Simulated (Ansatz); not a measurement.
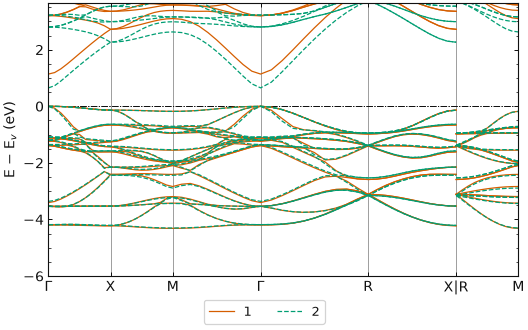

Band structures of CdSe, space group Pm-3n (No. 223), 12 atoms in the cell, by two methods on the same cell. Each is counted from its own valence-band top.

Which curve is which? The methods: r2SCAN, PBE.

Answer. 1 is r2SCAN; 2 is PBE. r2SCAN gives a gap of 1.14 eV along the path and PBE gives a gap of 0.65 eV along the path.

Settings. r2SCAN: DFT r2SCAN, scalar-relativistic, plane waves, PAW, no spin polarisation, 4×4×4 k mesh, 500 eV cutoff (Ansatz 0.2.0). PBE: DFT PBE, scalar-relativistic, plane waves, PAW, no spin polarisation, 4×4×4 k mesh, 420 eV cutoff (Ansatz 0.2.0).

The structure is an invented one, so it need not be a known or stable phase.
